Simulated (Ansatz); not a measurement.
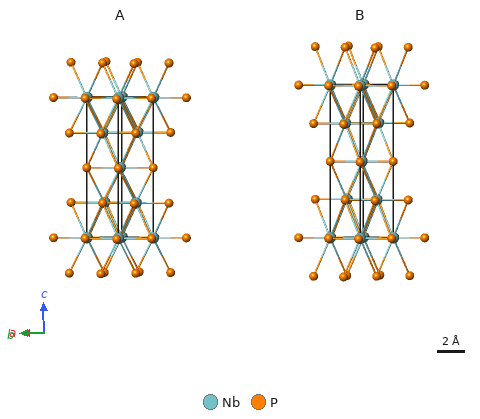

Two geometries of a crystal of NbP (set up in I4_1/amd), drawn at one scale. One is the start of a relaxation, the other its converged end. The picture is a ball-and-stick view of the conventional cell (2 times the calculation's cell), seen from a free direction. Lengths and directions refer to the drawn axes.

All numbers below come from DFT, PAW plane waves, PBE (Ansatz 0.2.0). Settings: plane-wave cutoff 420 eV; k-point mesh 6 × 6 × 6; occupations fermi dirac; smearing width 0.1 eV; no spin polarisation; cell and atoms relaxed; at most 40 steps.

### Which of the two is the end point?

Structure A is the relaxed one. No atom moves by more than 0.005 Å relative to the cell. The drawn cell changes as follows: a = b 3.327 → 3.508 Å (+5.4 %), c 11.386 → 10.450 Å (−8.2 %); the volume changes by +2.0 %. Near-neighbour distances that change, for instance: Nb–Nb 3.297 → 3.147 Å, Nb–P 3.297 → 3.147 Å, Nb–P 2.352 → 2.480 Å. The space group stays I4_1/amd (No. 141). Over 5 accepted moves (6 points after the start) the energy falls by 205 meV per atom. All forces vanish by symmetry, so only the cell relaxes. Pressure: 18.91 GPa at the start and 0.02 GPa at the end. At 1 point the geometry stayed and the basis and grid were re-selected for the new cell (energy shift of 0.3 meV per atom at most each time).
